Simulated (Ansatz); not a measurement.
**HfO$_{2}$: band-structure calculation**

HfO$_{2}$ (P4₂/mnm, 6 atoms in the cell), computed with DFT, r2SCAN, plane waves, PAW, no spin polarisation (Ansatz 0.2.0).

The structure derives from a Materials Project entry. The geometry comes from this level: r2SCAN. Figures and captions count atoms from 1; the log counts them from 0 in places.

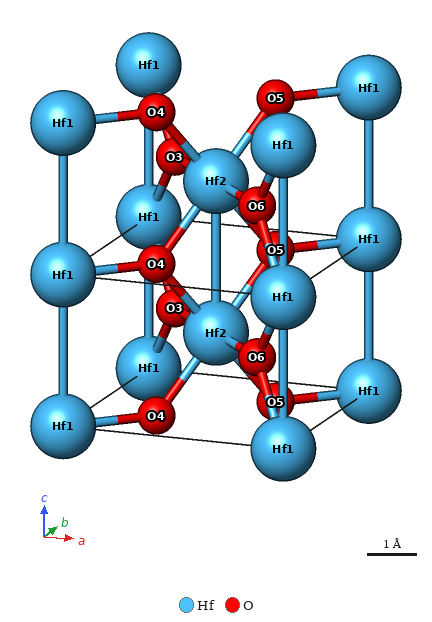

*The structure as given in the input (ball-and-stick view of the cell of the calculation, repeated 1 × 1 × 2, seen slightly off an axis; atoms are numbered from 1 in the order of the input). An atom can appear more than once, as a periodic image.*

Near neighbours in the periodic cell (some may lie outside the picture): Hf has 2 Hf at 3.22 Å and 6 O at 2.09 Å; O has 3 Hf at 2.09 Å.

Key numbers:

| quantity | value |
| --- | --- |
| outcome | converged |
| space group (tolerance 0.01 Å) | P4₂/mnm (136) |
| electrons treated | 76 |
| free energy | −33752.6216 eV |
| Fermi energy | 12.015 eV |
| gap on the k-point mesh | 4.53 eV |
| pressure | 0.01 GPa |
| largest force (length of the vector) | 0.005 eV/Å |
| hardware | 4 threads of Arm Neoverse V2, 24 GiB of memory available, shared host |
| wall time | 5.9 s (CPU time 22 s) |
| peak memory | 0.6 GiB |

Notes:

Spin–orbit coupling is left out, which matters for Hf.

The input:
```yaml
crystal:
  lattice:
    - [4.8382984025, 0.0, 0.0]
    - [0.0, 4.8382984025, 0.0]
    - [0.0, 0.0, 3.2199930745]
  atoms:
    - { symbol: Hf, position: [0.0, 0.0, 0.0] }
    - { symbol: Hf, position: [0.5, 0.5, 0.5] }
    - { symbol: O, position: [0.1949543468, 0.8050456532, 0.5] }
    - { symbol: O, position: [0.3050456532, 0.3050456532, 0.0] }
    - { symbol: O, position: [0.6949543468, 0.6949543468, 0.0] }
    - { symbol: O, position: [0.8050456532, 0.1949543468, 0.5] }
kpoints:
  mp_grid: { grid: [6, 6, 8] }
  band_path:
    path:
      - [0.0, 0.0, 0.0]
      - [0.0, 0.5, 0.0]
      - [0.5, 0.5, 0.0]
      - [0.0, 0.0, 0.5]
      - [0.0, 0.5, 0.5]
      - [0.5, 0.5, 0.5]
      - [-0.002604, -0.002604, 0.0]
    npoints: 1
hamiltonian:
  xc: r2scan
scf:
  occupations: { method: fixed }
  n_extra_bands: 5
output:
  forces: true
  stress: true
  eigenvalues: true
```

Run as:
```bash
ansatz run input.yaml --threads 4 --pin off --max-ram 5529MiB --backend cpu --events-out ev --progress --plain --runs-dir out
```

The program's output:
```
scf.n_extra_bands = 5 over 38 filled bands (N_el = 76.0): the run solves 43 bands
Engine: ansatz 0.2.0, aarch64-unknown-linux-gnu
Pseudopotentials: kind: paw
Pseudopotential: Hf, paw, valence charge 26, recommended cutoff 500 eV (meta_gga), Hf.paw.azcp
Pseudopotential: O, paw, valence charge 6, recommended cutoff 500 eV (meta_gga), O.paw.azcp
Functional definition: r2SCAN
  parameter k0 = 0.174
  parameter k1 = 0.065
  parameter a1 = 4.9479
  exchange = r2scan_x(k0 = k0, k1 = k1, a1 = a1)
  correlation = r2scan_c
Crystal: 6 atoms, lattice volume = 75.377 Å³
Basis set: ecut = 500 eV, 1931 PW (Γ), exchange–correlation on 144×144×96 points (64 copies of the dense FFT grid, shifted against one another)
Bands: 43, of which v1, the nominal top of the filled ones, is band 38 counted from 1 (37 counted from 0)
Symmetry: 16 space group operations
Space group: P42/mnm (ITA 136), of the structure as read, at distance tolerance 4.2e-5 Å
k-points: 50 of 288
Non-local potential: Hf, projectors of the file, l = 0: 3, l = 1: 2, l = 2: 2, l = 3: 3
Non-local potential: O, projectors of the file, l = 0: 2, l = 1: 2, l = 2: 1
PAW form: soft (Blöchl's): semilocal exchange-correlation on the pseudo side does not see the compensation charge
PAW frozen core: Hf, regenerated for the run's functional (the file was generated under x = pbe(κ = 0.804, μ = 0.2195149727645171), c = pbe(β = 0.06672455060314922))
PAW frozen core: O, regenerated for the run's functional (the file was generated under x = pbe(κ = 0.804, μ = 0.2195149727645171), c = pbe(β = 0.06672455060314922))
PAW one-centre angular grid: Hf, 974 points (default); XC on 160 Gauss nodes
PAW one-centre angular grid: O, 302 points (default); XC on 160 Gauss nodes
Initial density: superposition of atomic densities (neutral atoms: chi_scale 0, normalization atom), corrected by the library's trained network
Initial wavefunctions: pseudopotential atomic-orbital guess
Functional: x = r2scan, c = r2scan; τ floored in thin density (d = 2e-4 eV/Å³)
SCF iter   1: F=—  HF=-33752.564653 eV  |F-HF|=—  |Δ(HF+E_count)|=         —  Δρ=1.09e-2  dr2=7.85e-2  dr2_τ=4.03e-1  ethr=1.77e-3  ⟨swp⟩=3.9  Hψ=6395  notcnv=0  defer=82
preconditioner: auto → Resta (q_TF=auto, 2.732 Å⁻¹)  ε∞=5.1  [insulator: Δε(μ)=4.686 eV  Ē_g=18.025 eV  n_scr=30 (ndim 8)  ℏωp=36.3 eV  f_vac=0.090  ε∞_Penn≈5.1]
SCF iter   2: F=—  HF=-33752.622785 eV  |F-HF|=—  |Δ(HF+E_count)|=   5.81e-2  Δρ=5.41e-3  dr2=1.72e-2  dr2_τ=3.02e-3  ethr=1.03e-4  ⟨swp⟩=2.0  Hψ=4551  notcnv=0  defer=149
SCF iter   3: F=—  HF=-33752.621623 eV  |F-HF|=—  |Δ(HF+E_count)|=   1.16e-3  Δρ=3.43e-3  dr2=4.35e-3  dr2_τ=7.89e-4  ethr=2.27e-5  ⟨swp⟩=2.0  Hψ=3500  notcnv=0  defer=150
SCF iter   4: F=—  HF=-33752.621606 eV  |F-HF|=—  |Δ(HF+E_count)|=   1.68e-5  Δρ=8.34e-4  dr2=5.34e-4  dr2_τ=9.64e-5  ethr=5.73e-6  ⟨swp⟩=2.0  Hψ=3495  notcnv=0  defer=150
SCF iter   5: F=—  HF=-33752.621597 eV  |F-HF|=—  |Δ(HF+E_count)|=   9.45e-6  Δρ=2.24e-4  dr2=2.23e-5  dr2_τ=3.21e-6  ethr=7.02e-7  ⟨swp⟩=2.0  Hψ=3956  notcnv=0  defer=150
SCF iter   6: F=—  HF=-33752.621607 eV  |F-HF|=—  |Δ(HF+E_count)|=   1.02e-5  Δρ=6.54e-5  dr2=2.65e-6  dr2_τ=3.77e-7  ethr=2.94e-8  ⟨swp⟩=2.0  Hψ=2728  notcnv=0  defer=51
SCF iter   7: F=—  HF=-33752.621607 eV  |F-HF|=—  |Δ(HF+E_count)|=   1.33e-7  Δρ=1.30e-5  dr2=1.72e-7  dr2_τ=9.71e-9  ethr=3.49e-9  ⟨swp⟩=2.0  Hψ=3600  notcnv=0  defer=51
SCF iter   8: F=-33752.621607 eV  HF=-33752.621607 eV  |F-HF|=3.46e-9  |Δ(HF+E_count)|=   1.79e-8  Δρ=2.55e-6  dr2=6.07e-9  dr2_τ=6.71e-10  ethr=1.32e-10  ⟨swp⟩=9.6  Hψ=9380  notcnv=0
SCF 1 converged in 8 iterations: F = -33752.621607 eV  dr2 = 6.07e-9
  greatest PAW one-centre occupation: 0.999 electrons in one spin orbital (limit 2), on the Hf atom at site 0 (counted from 0), in its partial waves of l = 3
```

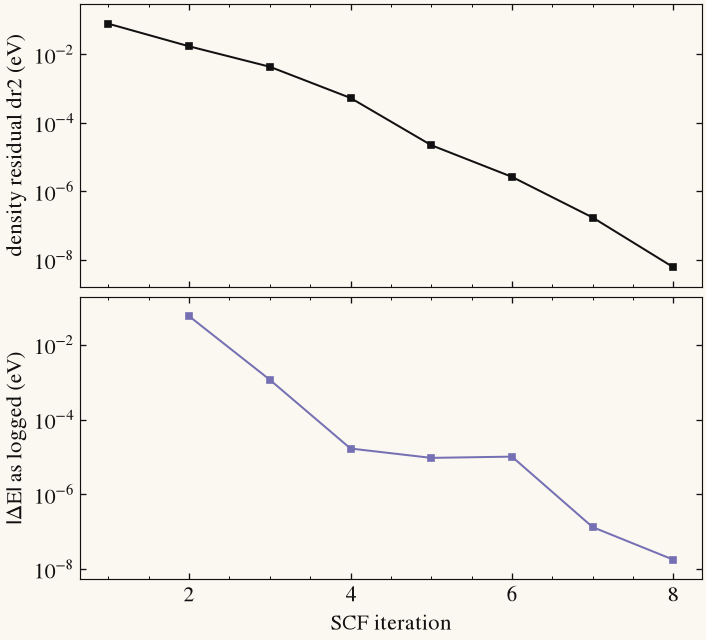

*Convergence of the self-consistent field: density residual dr2 and size of the energy change against the SCF iteration.*

The residual falls at every step.

```
NSCF: frozen V_eff on 7 k-points
SCF converged after 8 iterations
Free energy (F): -33752.621607 eV
Harris-Foulkes:  -33752.621607 eV  (|F-HF|=3.46e-9)
Internal energy: -33752.621607 eV  (E = F + TS)
E sigma→0 (E₀):  -33752.621607 eV
Fermi energy:    12.015164 eV
--- Per-component energies (eV) ---
  E_band       = -181.967184
  E_kinetic    = 1546.772022
  E_local      = -13026.303927  (includes V_loc(G=0)·N_el)
  E_nonlocal   = -2304.017498
  E_hartree    = 5929.090194
  E_xc         = -860.693193
  E_vxc        = -1009.356701  (∫ρ·V_xc dr)
  E_paw        = -14544.274231  (= ΣΔE_a)
  E_vpaw       = 2696.964740  (= ΣTr[D̂ρ^β])
  E_aug_tail   = 0.004041  (compensation charges beyond the density's cutoff)
  E_vtau       = 55.785889  (kinetic-family band-sum trace: ∫τ·v_τ [+ j·A + Jᵃ·Aᵃ] dr)
  E_ewald      = -10493.714297
  E_core_change = 0.515280  (= ΣΔE_core)
  E_smearing   = -0.000000  (= −TS)
  E_closure    = -0.000000  (closes the sum)
  Σ components = -33752.621607   (vs F -33752.621607, Δ=0.00e0)
--- Forces (eV/Å), atoms counted from 1 ---
  atom   1  Hf     0.00000000    -0.00000000     0.00000000
  atom   2  Hf     0.00000000    -0.00000000     0.00000000
  atom   3  O     -0.00330214     0.00330214     0.00000000
  atom   4  O      0.00330214     0.00330214     0.00000000
  atom   5  O     -0.00330214    -0.00330214     0.00000000
  atom   6  O      0.00330214    -0.00330214     0.00000000
  max |Σ_I F_I| component: 1.73e-18 eV/Å
--- Stress (GPa, compression-positive) ---
        0.004799       0.000000       0.000000
        0.000000       0.004799       0.000000
        0.000000       0.000000       0.024978
  P = ⅓ Tr σ = 0.0115 GPa (0.115 kbar)
--- Band table (eV; the first three rows and the last of 50) ---
  k-point 0: bands = ["-49.9348", "-49.9247", "-18.2351", "-18.2351", "-17.9231", "-17.9231", "-17.8015", "-17.7408", "-6.5869", "-5.8439", "-4.7461", "-4.7461", "1.6995", "1.6995", "1.7092", "1.7467", "1.7513", "1.7513", "1.7570", "1.7570", "1.7792", "1.7859", "1.8032", "1.8082", "1.8810", "1.8810", "6.5263", "6.9697", "7.7063", "8.4468", "8.4468", "10.1782", "10.1782", "10.3944", "11.3408", "11.6052", "11.6052", "12.0152", "16.5449", "16.6902", "17.7859", "18.1632", "18.1632"]
  k-point 1: bands = ["-49.9314", "-49.9221", "-18.2074", "-18.2074", "-17.9215", "-17.9215", "-17.8956", "-17.8419", "-6.4061", "-5.7130", "-4.8511", "-4.8511", "1.7044", "1.7044", "1.7154", "1.7484", "1.7530", "1.7530", "1.7582", "1.7582", "1.7764", "1.7818", "1.7985", "1.8001", "1.8680", "1.8680", "6.7799", "7.1607", "7.8696", "8.4312", "8.4312", "9.9626", "10.3660", "10.3660", "10.8111", "11.4135", "11.4135", "11.9111", "16.8531", "17.1570", "17.6736", "18.1149", "18.1149"]
  k-point 2: bands = ["-49.9231", "-49.9159", "-18.1360", "-18.1360", "-18.1139", "-18.0767", "-17.9214", "-17.9214", "-5.9616", "-5.4175", "-5.1007", "-5.1007", "1.7179", "1.7179", "1.7356", "1.7476", "1.7546", "1.7546", "1.7631", "1.7631", "1.7694", "1.7723", "1.7771", "1.8017", "1.8379", "1.8379", "7.4407", "7.6171", "8.3433", "8.4982", "8.4982", "9.0732", "9.7937", "10.6816", "10.6816", "10.9390", "10.9390", "11.5427", "17.4712", "17.5229", "18.0269", "18.2005", "18.2005"]
  k-point 49: bands = ["-49.9091", "-49.9091", "-18.3950", "-18.3950", "-17.9921", "-17.9921", "-17.9692", "-17.9692", "-5.4994", "-5.4994", "-5.1036", "-5.1036", "1.7460", "1.7460", "1.7522", "1.7522", "1.7544", "1.7544", "1.7597", "1.7597", "1.7619", "1.7619", "1.7961", "1.7961", "1.8054", "1.8054", "7.9320", "7.9320", "8.0313", "8.0313", "8.8999", "8.8999", "9.9816", "9.9816", "10.9492", "10.9492", "11.5278", "11.5278", "17.6863", "17.6863", "18.4201", "18.4201", "18.9941"]
```

File bands.tsv:
```
# k_distance	band_0	band_1	band_2	band_3	band_4	band_5	band_6	band_7	band_8	band_9	band_10	band_11	band_12	band_13	band_14	band_15	band_16	band_17	band_18	band_19	band_20	band_21	band_22	band_23	band_24	band_25	band_26	band_27	band_28	band_29	band_30	band_31	band_32	band_33	band_34	band_35	band_36	band_37	band_38	band_39	band_40	band_41	band_42
# fermi_ev = 12.015164
# lock_threshold_ev = 1e-6
# [0, 0, 0] at k_distance = 0.000000
# [0, 0.5, 0] at k_distance = 0.649318
# [0.5, 0.5, 0] at k_distance = 1.298635
# [0, 0, 0.5] at k_distance = 2.638458
# [0, 0.5, 0.5] at k_distance = 3.287775
# [0.5, 0.5, 0.5] at k_distance = 3.937093
# [-0.002604, -0.002604, 0] at k_distance = 5.280197
# levels_relative_to = fermi_ev
# free_energy_ev = -33752.621607
# largest_residual_norms_ev = 1.130e-3 1.832e-3 1.304e-3 3.351e-3 2.331e-4 2.161e-3 2.761e-4 1.528e-3 8.556e-4 1.085e-3 7.468e-4 9.126e-4 7.538e-4 1.058e-3 5.516e-4 7.042e-4 6.208e-4 6.345e-4 4.786e-4 5.647e-4 1.059e-3 6.634e-4 6.691e-4 7.505e-4 6.821e-4 8.308e-4 1.022e-3 1.314e-3 9.925e-4 1.194e-3 1.468e-3 1.599e-3 1.430e-3 1.324e-3 1.416e-3 1.595e-3 1.485e-3 4.669e-4 1.180e-3 1.369e-3 1.362e-3 1.108e-3 1.196e-3
0.000000	-61.949993	-61.939844	-30.250216	-30.250216	-29.938225	-29.938225	-29.816704	-29.755995	-18.602046	-17.859028	-16.761250	-16.761250	-10.315686	-10.315686	-10.305931	-10.268437	-10.263829	-10.263829	-10.258166	-10.258166	-10.235943	-10.229256	-10.211925	-10.206958	-10.134142	-10.134142	-5.488863	-5.045433	-4.308911	-3.568322	-3.568322	-1.837006	-1.837006	-1.620755	-0.674362	-0.409940	-0.409940	0.000000	4.529765	4.675039	5.770719	6.148000	6.148000
0.649318	-61.944897	-61.944897	-30.153297	-30.153297	-30.046851	-30.046851	-29.786284	-29.786284	-17.876683	-17.876683	-17.174603	-17.174603	-10.283416	-10.283416	-10.276626	-10.276626	-10.265934	-10.265934	-10.258167	-10.258167	-10.232447	-10.232447	-10.223892	-10.223892	-10.214760	-10.214760	-4.211939	-4.211939	-3.469581	-3.469581	-2.817049	-2.817049	-2.716361	-2.716361	-1.413298	-1.413298	-0.639739	-0.639739	5.176385	5.176385	6.761687	6.761687	7.011655
1.298635	-61.944874	-61.944874	-30.269975	-30.269975	-29.926313	-29.926313	-29.786091	-29.786091	-18.166649	-18.166649	-16.824371	-16.824371	-10.317051	-10.317051	-10.287842	-10.287842	-10.261149	-10.261149	-10.249980	-10.249980	-10.232277	-10.232277	-10.208736	-10.208736	-10.159174	-10.159174	-5.271996	-5.271996	-3.645356	-3.645356	-2.314638	-2.314638	-1.743081	-1.743081	-1.102366	-1.102366	-0.764529	-0.764529	4.750816	4.750816	6.210110	6.210110	7.165409
2.638458	-61.924330	-61.924330	-30.411662	-30.411662	-30.002842	-30.002842	-29.981651	-29.981651	-17.460128	-17.460128	-17.192159	-17.192159	-10.270477	-10.270477	-10.264678	-10.264678	-10.256829	-10.256829	-10.256133	-10.256133	-10.255570	-10.255570	-10.218652	-10.218652	-10.213521	-10.213521	-4.002750	-4.002750	-3.288694	-3.288694	-3.102670	-3.102670	-2.060187	-2.060187	-2.047785	-2.047785	-0.981733	-0.981733	6.125981	6.125981	6.627716	6.627716	6.649017
3.287775	-61.924309	-61.924309	-30.449988	-30.449988	-29.983439	-29.983439	-29.959064	-29.959064	-17.882598	-17.882598	-16.730418	-16.730418	-10.287575	-10.287575	-10.266897	-10.266897	-10.259981	-10.259981	-10.255715	-10.255715	-10.246563	-10.246563	-10.237146	-10.237146	-10.160345	-10.160345	-4.660642	-4.660642	-3.616356	-3.616356	-2.403892	-2.403892	-1.764811	-1.764811	-1.748700	-1.748700	-0.882394	-0.882394	4.746300	4.746300	6.864307	6.864307	7.452849
3.937093	-61.924288	-61.924288	-30.410143	-30.410143	-30.007241	-30.007241	-29.984320	-29.984320	-17.514571	-17.514571	-17.118717	-17.118717	-10.269143	-10.269143	-10.262924	-10.262924	-10.260736	-10.260736	-10.255463	-10.255463	-10.253243	-10.253243	-10.219043	-10.219043	-10.209805	-10.209805	-4.083209	-4.083209	-3.983860	-3.983860	-3.115281	-3.115281	-2.033541	-2.033541	-1.065939	-1.065939	-0.487368	-0.487368	5.671151	5.671151	6.404968	6.404968	6.978918
5.280197	-61.949993	-61.939844	-30.250217	-30.250198	-29.938246	-29.938224	-29.816702	-29.755997	-18.601995	-17.859005	-16.761337	-16.761255	-10.315686	-10.315680	-10.305930	-10.268438	-10.263829	-10.263829	-10.258167	-10.258166	-10.235942	-10.229256	-10.211926	-10.206958	-10.134161	-10.134144	-5.488747	-5.045343	-4.308828	-3.568327	-3.568291	-1.837144	-1.837005	-1.620759	-0.674430	-0.410228	-0.409985	-0.000044	4.529870	4.675115	5.770800	6.148004	6.148148
```

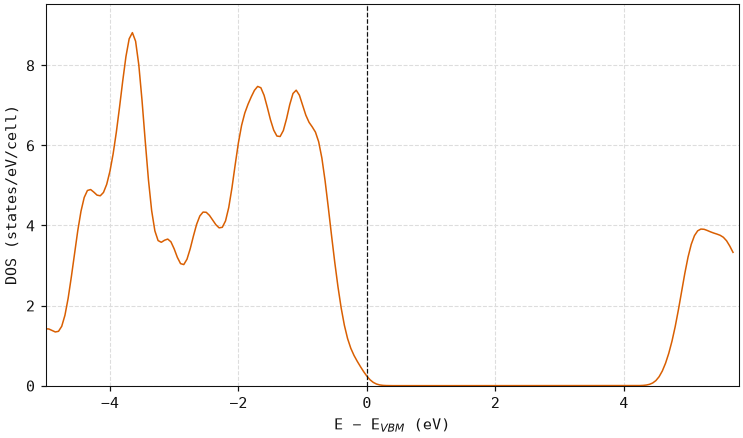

*Density of states (the curve is built from the levels of the k mesh with Gaussians 0.3 eV wide, which also blur the band edges), with energies from the valence-band top.*

There is a gap of 4.53 eV on the k-point mesh. Small ripples come from the finite k-point mesh.
